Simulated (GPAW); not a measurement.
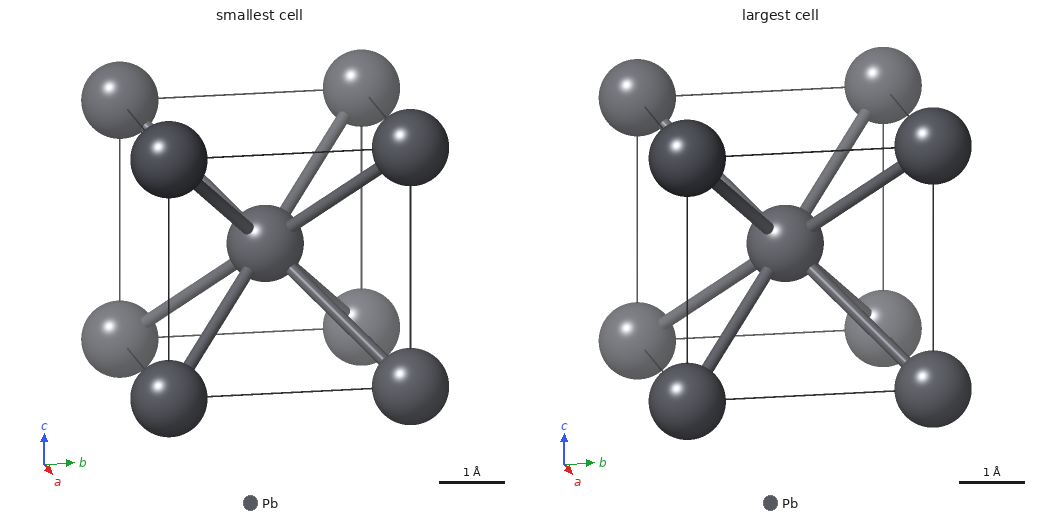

Pb, body-centred cubic (W type), space group Im-3m (No. 229), relaxed (cell and atoms, zero pressure) with five choices of dispersion term on top of PBEsol; the smallest and the largest of the relaxed conventional cells are drawn to one scale (sticks follow a distance rule). The start was a structure listed in the Materials Project. This isn't the form of Pb at room conditions, which is fcc.

Alike in all runs: GPAW 26.7.0; functional PBEsol; potentials PAW data sets generated in the run's folder for this functional; cutoff 600 eV; k mesh 9 × 9 × 9 on the run's cell of 1 atom; occupations fermi-dirac, width 0.05 eV; no spin polarisation; no spin-orbit coupling. All runs are metallic.

| level | volume (Å³/atom) | a (Å) |
| --- | --- | --- |
| D3(BJ) | 27.99 | 3.825 |
| none | 29.47 | 3.892 |
| D4 | ? | ? |
| D3 | 28.68 | 3.857 |
| D3(BJ)-ATM | 28.12 | 3.831 |

> Fill in the row of D4.

Volume 28.65 Å³/atom; a 3.855 Å. That is between D3(BJ)-ATM and D3 in volume.

> Order the levels by the relaxed volume, smallest first.

D3(BJ) (27.99 Å³/atom), D3(BJ)-ATM (28.12 Å³/atom), D4 (28.65 Å³/atom), D3 (28.68 Å³/atom), none (29.47 Å³/atom). Rows within a few tenths of a per cent can't be told apart.

Caveat: later steps reuse the first step's grids; pairwise dispersion terms can overbind metals strongly; spin-orbit coupling is left out, which matters for Pb, in volumes and forces too.
